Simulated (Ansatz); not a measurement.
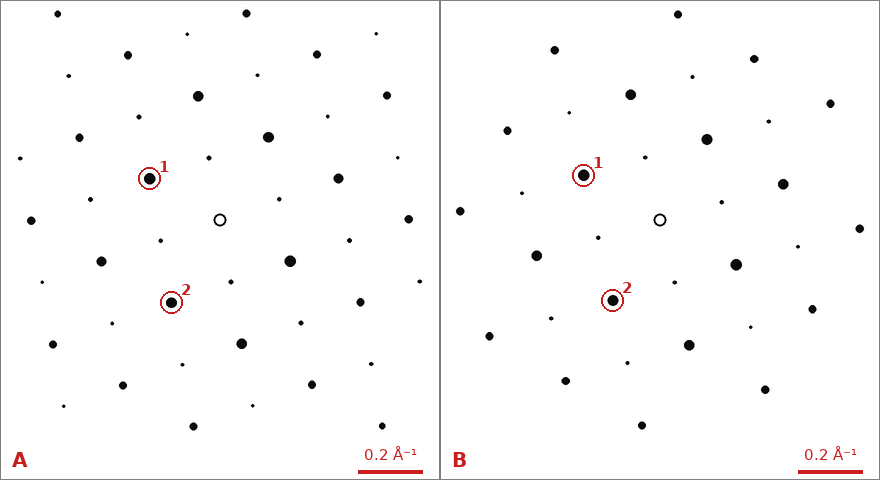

Kinematic electron diffraction patterns (200 kV, B = 0.5 Å², same scale) along [001] of the run's own cell, for the start and the end of one relaxation of H2Se with DFT PBE, scalar-relativistic, plane waves, PAW in Ansatz 0.2.0. k mesh 6×6×4. The start is a generated model structure, and the relaxation ends in the nearest stationary point of its symmetry, not necessarily the ground state. Spot 1 is -1 1 0 and spot 2 is -1 -1 0 in both.

Start structure:

```
CELL_PARAMETERS angstrom
3.40940 -3.59874 0.00000
3.40940 3.59874 0.00000
0.00000 0.00000 5.90522
ATOMIC_POSITIONS crystal
H 0.24182 0.44944 0.25000
H 0.55056 0.75818 0.25000
H 0.44944 0.24182 0.75000
H 0.75818 0.55056 0.75000
Se 0.74802 0.25198 0.75000
Se 0.25198 0.74802 0.25000
```

### Which pattern belongs to the start structure, and which to the relaxed one?

B is the start: its cell gives d(1) = 3.599 Å, d(2) = 3.409 Å and an angle of 90.0°. A is the relaxed structure, with d(1) = 3.908 Å (+8.6 %), d(2) = 3.317 Å (-2.7 %) and 90.0°.

### What did the relaxation do to the structure and the energy?

The volume changed by +3.3 % to 24.95 Å³ an atom; with the mean shift removed, the atoms moved by up to 0.06 Å relative to the cell (H most); the space group stayed Cmcm (No. 63); the free energy fell by 1.6 meV an atom. Relaxed cell: a = 5.126 Å, b = 5.126 Å, c = 5.775 Å, α = 90.00°, β = 90.00°, γ = 99.35°.
